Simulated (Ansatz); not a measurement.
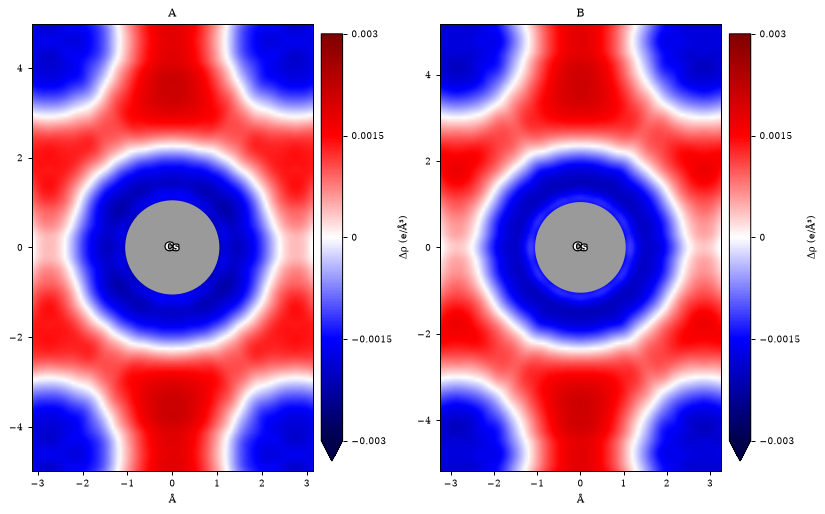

Cs: deformation density on the (010) plane of the conventional cell at two volumes, with the same fractional coordinates and one colour scale. Grey discs cover the cores.

Space group P6_3/mmc. This isn't the usual form at ambient conditions. The cell comes from a database of computed structures, not from a measurement.

Level of theory: DFT PBE, scalar-relativistic, plane waves, PAW in Ansatz 0.2.0.

> Which panel is the larger cell, by how much, and what changes?

B is the larger cell: B has 112 % of the volume of A. The pressure is −0.1 GPa in A and −0.2 GPa in B. The rearranged charge is 0.08 e an atom in A and 0.08 e in B.

Run times: 11 s (base cell) and 12 s (scaled cell), on 1 thread of Arm Neoverse V2 (shared host).
